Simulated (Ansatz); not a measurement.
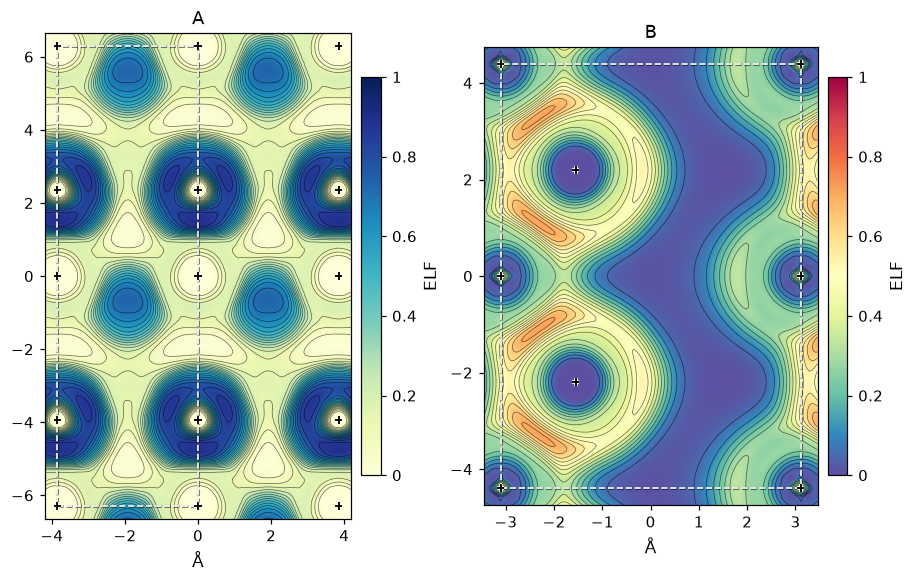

The electron localisation function of 2 systems, each on a plane through atoms (crosses mark nuclei in the plane).

All numbers below come from Ansatz, DFT PBE, scalar-relativistic, plane waves, PAW.

System 1: ZnS, the (100) plane of the conventional cell. Space group P6₃mc; a structure from a database of computed crystals, not necessarily the ambient phase.

```cif
data_structure
_symmetry_space_group_name_H-M 'P 1'
_symmetry_Int_Tables_number 1
_cell_length_a 3.8462
_cell_length_b 3.8462
_cell_length_c 12.5887
_cell_angle_alpha 90.000
_cell_angle_beta 90.000
_cell_angle_gamma 120.000
_cell_volume 161.27
loop_
_atom_site_label
_atom_site_type_symbol
_atom_site_fract_x
_atom_site_fract_y
_atom_site_fract_z
_atom_site_occupancy
Zn1 Zn 0.66667 0.33333 0.75004 1
Zn2 Zn 0.33333 0.66667 0.25004 1
Zn3 Zn 0.00000 0.00000 0.50009 1
Zn4 Zn 0.00000 0.00000 0.00009 1
S1 S 0.66667 0.33333 0.93761 1
S2 S 0.33333 0.66667 0.43761 1
S3 S 0.00000 0.00000 0.68726 1
S4 S 0.00000 0.00000 0.18726 1
```

System 2: GaSb, the (101) plane of the conventional cell. Space group F-43m.

Which map belongs to which system?

Panel A is system 1, ZnS: the plane holds Zn and S. Zn–S (2.36 Å): the ELF peaks at about 0.90 in the valence shell of S, 0.9 Å from its nucleus, and is about 0.55 at the midpoint. Panel B is system 2, GaSb: the plane holds Ga and Sb. Ga–Sb (2.69 Å): the ELF peaks at about 0.70 between the atoms.
